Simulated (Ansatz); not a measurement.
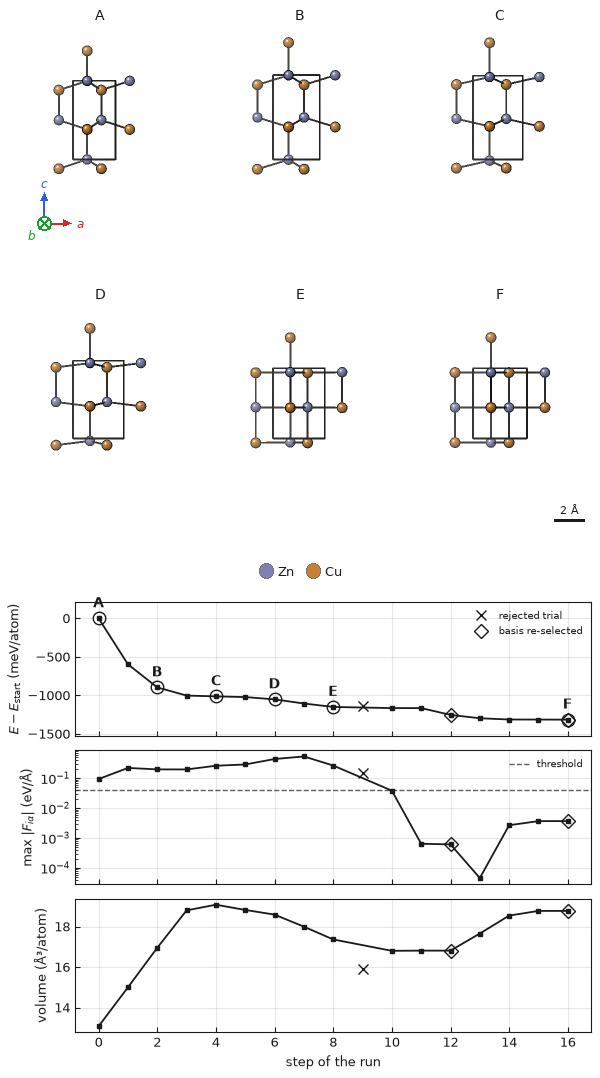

Frames of a relaxation of crystalline ZnCu (built on the wurtzite_186 type) (coarse preliminary run), marked on the history of the run. Style: ball-and-stick. Shown: the cell of the calculation, along the b axis.

Case: wurtzite type (P6_3mc, No. 186).

Computed with DFT PBE, scalar-relativistic, plane waves, PAW (Ansatz). Set-up: plane-wave cutoff 420 eV; k-point mesh 6 × 6 × 4; occupations gaussian; smearing width 0.1 eV; no spin polarisation; cell and atoms relaxed; force threshold 0.04 eV/Å; at most 70 steps.

> Describe the path.

After 13 accepted moves (16 points after the start) the energy has fallen by 1315 meV per atom. The largest force component goes from 0.095 to 0.0037 eV/Å. The pressure goes from 67.87 to 0.05 GPa. The line search rejected the trial step at point 9 of the run. The SCF was repeated twice at an unchanged geometry on a basis and grid sized afresh for the cell, which shifted the energy by 88.0 meV per atom at most. The largest moves relative to the cell, 0.28 Å, are those of Zn and Cu atoms. Largest moves by element: Cu 0.28 Å, Zn 0.28 Å. Cell: a = b 3.353 → 4.257 Å (+26.9 %), c 5.370 → 4.786 Å (−10.9 %). Volume +43.6 %. Among the contacts that change: Cu–Zn 3.318 → 2.393 Å, Cu–Zn 2.037 → 2.458 Å, Cu–Zn 2.052 → 2.392 Å. New bonds form: Cu–Zn (3.32 → 2.39 Å). Among the angles between lasting bonds that change: Zn–Cu–Zn 108.1° → 90.0°, Cu–Zn–Cu 108.1° → 90.0°, Zn–Cu–Zn 110.8° → 120.0°. The space group (tolerance 0.01 Å) goes from P6_3mc (No. 186) to P6_3/mmc (No. 194). From step 0 to 2: volume +29.6 %, energy −896 meV per atom. From step 2 to 4: Zn and Cu atoms move most (0.07 Å), volume +12.5 %, energy −117 meV per atom. From step 4 to 6: Zn and Cu atoms move most (0.09 Å), volume −2.6 %, energy −39.2 meV per atom. From step 6 to 8: Zn and Cu atoms move most (0.11 Å), volume −6.6 %, energy −98.2 meV per atom. From step 8 to 16: Zn and Cu atoms move most (0.02 Å), volume +8.1 %, energy −165 meV per atom.

| step | E − E(0), meV/atom | largest force component, eV/Å | pressure, GPa | volume, Å³/atom | note |
| --- | --- | --- | --- | --- | --- |
| 0 | 0.00 | 0.0947 | 67.87 | 13.076 |  |
| 1 | -596.75 | 0.2224 | 34.56 | 14.999 |  |
| 2 | -896.08 | 0.1990 | 15.29 | 16.952 |  |
| 3 | -1002.65 | 0.1979 | 2.03 | 18.798 |  |
| 4 | -1012.78 | 0.2633 | -1.36 | 19.079 |  |
| 5 | -1021.94 | 0.2904 | -1.23 | 18.820 |  |
| 6 | -1051.95 | 0.4420 | -4.63 | 18.589 |  |
| 7 | -1105.66 | 0.5386 | -5.64 | 17.994 |  |
| 8 | -1150.15 | 0.2679 | -5.49 | 17.364 |  |
| 9 | -1142.67 | 0.1554 | 8.36 | 15.905 | rejected |
| 10 | -1165.24 | 0.0386 | 0.19 | 16.802 |  |
| 11 | -1165.34 | 0.0006 | 0.01 | 16.811 |  |
| 12 | -1253.33 | 0.0006 | 7.87 | 16.811 | same geometry, new basis |
| 13 | -1296.86 | 0.0000 | 3.89 | 17.655 |  |
| 14 | -1313.41 | 0.0027 | 0.80 | 18.540 |  |
| 15 | -1313.97 | 0.0037 | 0.13 | 18.773 |  |
| 16 | -1315.19 | 0.0037 | 0.05 | 18.773 | same geometry, new basis |
